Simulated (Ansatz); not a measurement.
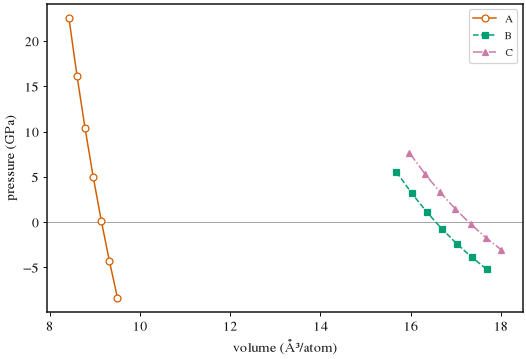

The figure shows the pressure against volume, with one curve for each compound, for BN, SrO and ZnO (all in space group P6_3/mmc (No. 194)). The labels are replaced by letters.

Calculation (Ansatz 0.2.0): all-electron LAPW DFT, no spin polarisation; energies at scaled volumes of the given cell, shape and fractions fixed, counted from the fit's minimum, third-order Birch-Murnaghan fit. Level: PBE.

occupations Fermi–Dirac; smearing width 0.05 eV; potentials all electron LAPW, scalar relativistic.

Which letter stands for which compound?

A: BN; B: ZnO; C: SrO.

Caveats: shape and atomic fractions are frozen while scaling, which makes layered, chain and framework solids too stiff.
